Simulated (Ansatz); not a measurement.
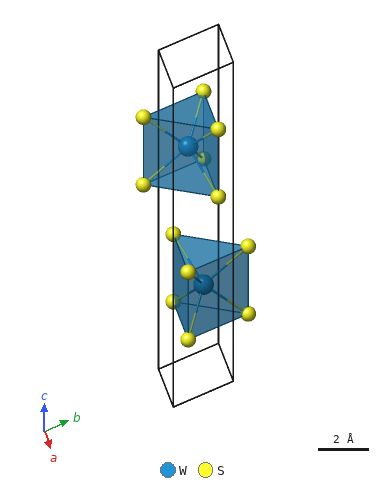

Shown here is a polyhedral view of the crystal, taken from a general direction. The unit cell is outlined; an atom on or near a face, edge or corner is repeated at each equivalent position. Some neighbours outside the box are added.

WS₂, a = 3.06 Å, b = 3.18 Å, c = 15.02 Å, α = 90.00°, β = 90.00°, γ = 118.76°.

Method used: DFT PBE, scalar-relativistic, plane waves, PAW (Ansatz). It ran with a 420 eV plane-wave basis, a 12×12×2 grid in reciprocal space, Gaussian smearing of 0.02 eV, no spin polarisation.

Question: Metal or not?

Answer: A semiconductor at this level, with a gap of 1.72 eV.

Question: Would the cell expand or shrink if it could?

Answer: The computed pressure is 2.9 GPa (compressed: it would expand). The stress isn't hydrostatic: its largest component is 8.7 GPa.

Provenance: a structure listed in the Materials Project. The cell was then strained or its atoms displaced on purpose. It was run through Ansatz as a DFT input.
